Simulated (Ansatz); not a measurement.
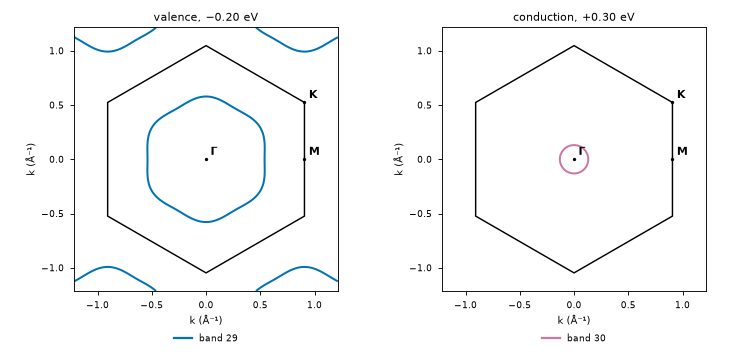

A single layer of InSe (space group of the slab cell P-6m2): constant-energy contours at both band edges (energies from each edge).

Theory: DFT PBE, scalar-relativistic, plane waves, PAW; levels and slopes on a dense k mesh at the converged density in Ansatz. No spin polarisation. Mesh 66×66×1, interpolated with the band slopes. Cell and positions as given, without relaxation (largest force 0.3 eV/Å).

Masses come from a second pass at points close to the extrema; at the energies drawn a band may no longer be parabolic.

What kind of gap has this crystal, and what size does the calculation give?

The gap is indirect, 1.66 eV at this level of theory, which underestimates gaps and can reorder valleys that lie close.

Give the valleys and their effective masses.

Valence band (extrema up to 0.20 eV from the edge): six equivalent maxima on the K–Γ line, nearly flat in one direction, with mass 2.22 mₑ across. Band 29 forms the valence edge. The surfaces also take in Γ, where this band lies 0.08 eV below its edge, so they needn't be separate pockets.
Conduction band (extrema up to 0.30 eV from the edge): one minimum at Γ, mass 0.18 mₑ in all directions. Band 30 forms the conduction edge.

Spin-orbit coupling, left out here, can change the gap, its kind, the place of the band edges and the masses, since the compound holds In and Se.

Time for the whole run: 2 min on 1 thread of AMD EPYC 9R45 96-Core Processor (Zen 5), with other jobs on the host, peak memory 1.7 GiB.
